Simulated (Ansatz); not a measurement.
```
CELL_PARAMETERS angstrom
0.00000 6.49533 6.49533
-6.49533 6.49533 0.00000
-6.49533 0.00000 6.49533
ATOMIC_POSITIONS crystal
Nb 0.99256 0.00117 0.00745
Nb 0.99988 0.49918 0.00013
Nb 0.00034 0.00056 0.49875
Nb 0.12425 0.12448 0.12583
Nb 0.99956 0.50173 0.49793
Nb 0.12564 0.62408 0.12529
Nb 0.12365 0.13230 0.61707
Nb 0.24980 0.25148 0.24769
Nb 0.50208 0.99921 0.00045
Nb 0.12567 0.62270 0.62411
Nb 0.25119 0.74974 0.24974
Nb 0.24985 0.25010 0.75016
Nb 0.37559 0.37500 0.37436
Nb 0.50126 0.49964 0.99967
Nb 0.50074 0.99918 0.49928
Nb 0.62314 0.12524 0.12665
Nb 0.25183 0.74182 0.74818
Nb 0.37510 0.87363 0.37483
Nb 0.37590 0.37248 0.87434
Nb 0.50098 0.49854 0.49903
Nb 0.62626 0.62393 0.12547
Nb 0.62565 0.12494 0.62442
Nb 0.74920 0.25029 0.25081
Nb 0.38294 0.87302 0.87636
Nb 0.62518 0.62355 0.62491
Nb 0.74985 0.74924 0.25016
Nb 0.75028 0.25066 0.74882
Nb 0.87454 0.37564 0.37376
Nb 0.75232 0.74895 0.75022
Nb 0.87336 0.87502 0.37687
Nb 0.87418 0.37455 0.87576
Nb 0.87472 0.87499 0.87437
H 0.18775 0.93698 0.81226
```

Computed without spin polarisation.

Theory: DFT LDA, scalar-relativistic, plane waves, PAW (Ansatz).

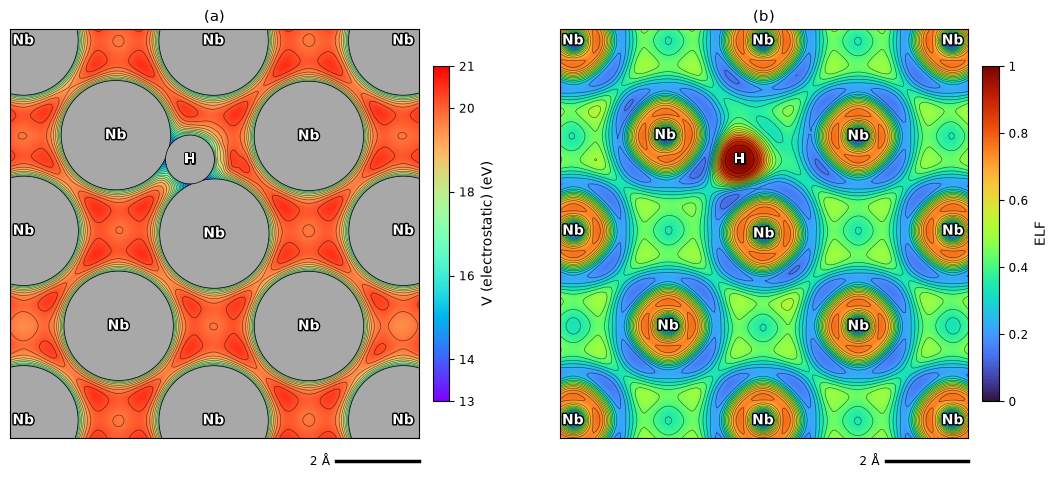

Nb$_{32}$H (cell with a defect). (a) electrostatic potential (local pseudopotential plus Hartree) felt by an electron; (b) electron localisation function on the (101) plane of the calculation cell. Grey discs cover the atomic cores in the potential map.

### Describe what can be read from this map.

- Atoms in the plane: Nb and H.
- Nb–H (1.89 Å): the ELF climbs to about 1 towards the hydrogen.
- The features right at Nb lie inside the PAW spheres, where the map follows smoothed inner orbitals and isn't to be read closely.
- Outside the cores the potential energy rises away from the atoms and is highest about 1.8 Å from the nearest atoms; its zero is arbitrary.

### Does the calculation give a band gap?

It is metallic or semimetallic at this level of theory: no gap opens.
